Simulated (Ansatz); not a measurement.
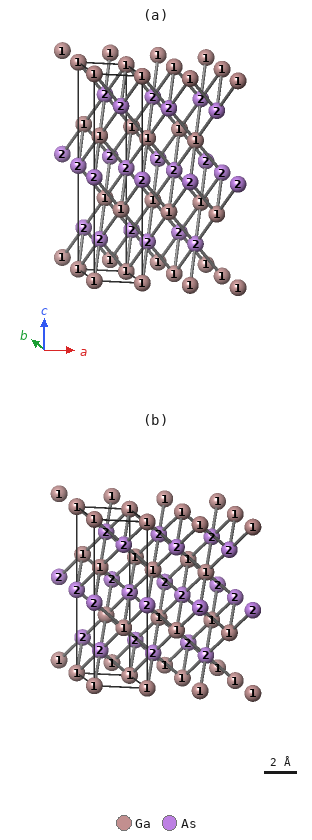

The structure of solid GaAs (built on the CuPt (L1_1)_166 type) before (top) and after (bottom) a relaxation, at one scale.

The picture is a ball-and-stick view of the conventional cell (3 times the calculation's cell), repeated 3 × 2 × 1 with one cell outlined, seen slightly off an axis. Lengths and directions refer to the drawn axes.

Case: CuPt (L1_1) type (R-3m, No. 166).

Level of theory: Ansatz, DFT r2SCAN, scalar-relativistic, plane waves, PAW.

Input file:
```yaml
crystal:
  lattice:
    - [1.551527618, 0.8957748879, 4.5341815533]
    - [-1.551527618, 0.8957748879, 4.5341815533]
    - [0.0, -1.7915497759, 4.5341815533]
  atoms:
    - { symbol: Ga, position: [0.0, 0.0, 0.0] }
    - { symbol: As, position: [0.5, 0.5, 0.5] }
basis:
  ecutwfc: 500
kpoints:
  mp_grid: { grid: [24, 24, 24] }
hamiltonian:
  xc: r2scan
scf:
  occupations: { method: gaussian, width: 0.1 }
output:
  forces: true
  stress: true
  eigenvalues: true
relax:
  adjacent_minimum: "off"
  f_tol: 0.01
  max_steps: 80
  cell: { stress_tol: 0.05 }
```

Launched with:
```bash
ansatz run input.yaml --threads 1 --pin off --max-ram 3072MiB --backend cpu --events-out ev --progress --plain --runs-dir out
```

**Describe what moved and what it gained.**

The run was cut off at its time limit before the relaxation converged, so the last structure is only a point on the way. The energy falls by 0.488 eV per cell of the calculation in 8 geometry steps. All forces vanish by symmetry, so only the cell relaxes. The pressure goes from 0.21 to 2.52 GPa. No atom moves by more than 0.005 Å relative to the cell. Cell: a = b 3.103 → 3.423 Å (+10.3 %), c 13.603 → 10.937 Å (−19.6 %). Volume −2.2 %. Some distances before and after: As2–As2 3.103 → 3.423 Å, Ga1–As2 2.890 → 2.688 Å. Bond angles that change, for instance: Ga1–As2–Ga1 115.0° → 100.9°, As2–Ga1–As2 115.0° → 100.9°, As2–Ga1–As2 65.0° → 79.1°. The space group stays R-3m (No. 166). The run took 17 min on 1 thread of Arm Neoverse V2, on a shared host, peak memory 1.3 GiB.
